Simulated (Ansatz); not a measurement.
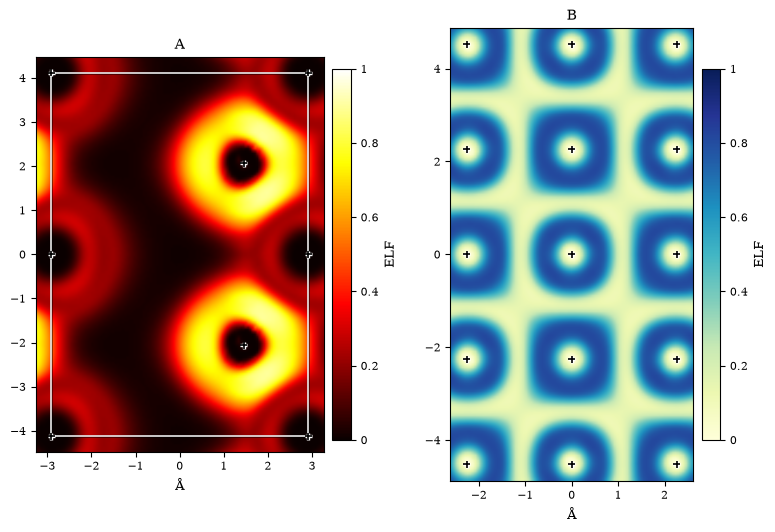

The electron localisation function of 2 systems, each on a plane through atoms (crosses mark nuclei in the plane).

All numbers below come from Ansatz, DFT LDA, scalar-relativistic, plane waves, PAW.

System 1: ZrN, the (100) plane of the conventional cell. Space group Fm-3m; computed without spin polarisation.

```
CELL_PARAMETERS angstrom
4.52456 0.00000 0.00000
0.00000 4.52456 0.00000
0.00000 0.00000 4.52456
ATOMIC_POSITIONS crystal
Zr 0.00000 0.00000 0.00000
Zr 0.50000 0.50000 0.00000
Zr 0.50000 0.00000 0.50000
Zr 0.00000 0.50000 0.50000
N 0.50000 0.00000 0.00000
N 0.00000 0.50000 0.00000
N 0.00000 0.00000 0.50000
N 0.50000 0.50000 0.50000
```

System 2: InP, the (110) plane of the conventional cell. Space group F-43m.

```cif
data_structure
_symmetry_space_group_name_H-M 'P 1'
_symmetry_Int_Tables_number 1
_cell_length_a 5.8271
_cell_length_b 5.8271
_cell_length_c 5.8271
_cell_angle_alpha 90.000
_cell_angle_beta 90.000
_cell_angle_gamma 90.000
_cell_volume 197.86
loop_
_atom_site_label
_atom_site_type_symbol
_atom_site_fract_x
_atom_site_fract_y
_atom_site_fract_z
_atom_site_occupancy
In1 In 0.50000 0.50000 0.00000 1
In2 In 0.00000 0.50000 0.50000 1
In3 In 0.00000 0.00000 0.00000 1
In4 In 0.50000 0.00000 0.50000 1
P1 P 0.75000 0.75000 0.25000 1
P2 P 0.25000 0.75000 0.75000 1
P3 P 0.25000 0.25000 0.25000 1
P4 P 0.75000 0.25000 0.75000 1
```

Which map belongs to which system?

Panel A is system 2, InP: the plane holds In and P. In–P (2.52 Å): the ELF peaks at about 0.90 in the valence shell of P, 0.9 Å from its nucleus, and is about 0.55 at the midpoint. Panel B is system 1, ZrN: the plane holds Zr and N. Zr–N (2.26 Å): the ELF peaks at about 0.80 in the valence shell of N, 0.7 Å from its nucleus, and drops to about 0.15 between the two atoms; no localised pair shows between them.
